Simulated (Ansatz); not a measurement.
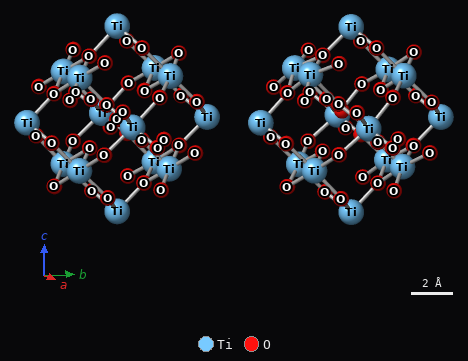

Two geometries of a defect cell of composition Ti23O49 (cell charge +3), drawn at one scale. One is the start of a relaxation, the other its converged end. A ball-and-stick model of the atoms within 5.0 Å of the atom that moves most (axes of the cell of the calculation, reduced to other axes (origin shifted)), seen slightly off an axis. Lengths and directions refer to the drawn axes.

These are results of DFT, PBEsol, PAW, plane waves in Ansatz 0.2.0, not measurements. Set-up: plane-wave cutoff 420 eV; k-point mesh 1 × 1 × 1; mesh shifted by (0.25, 0.25, 0.25); collinear spin; atoms relaxed in a fixed cell; force threshold 0.03 eV/Å; at most 80 steps.

> Which of the two is the end point?

The right one is the relaxed one. After 12 geometry steps the energy has fallen by 3.885 eV per cell of the calculation. The largest force component goes from 1 to 0.023 eV/Å. The largest move is that of an O atom, 0.63 Å along [0 −1 1]. By element the largest moves are O 0.63 Å, Ti 0.26 Å. The lattice vectors keep their values. Some distances before and after: O–O 1.939 → 1.298 Å, O–Ti 1.957 → 2.352 Å, O–Ti 1.984 → 2.355 Å, O–Ti 1.961 → 2.196 Å. New bonds form, among them: O–O (1.93 → 1.30 Å), O–O (1.94 → 1.30 Å). Bond angles that change, for instance: Ti–O–Ti 132.9° → 119.4°, Ti–O–Ti 130.4° → 119.3°, Ti–O–Ti 96.2° → 103.5°. The program noted that the starting moments weren't kept. Cost: 19 s on 1 × NVIDIA GB200 with 8 threads of Arm Neoverse-V2, peak memory 1.9 GiB.

Limits of the set-up: the cell is charged, on a uniform background, and energies carry no finite-size correction.
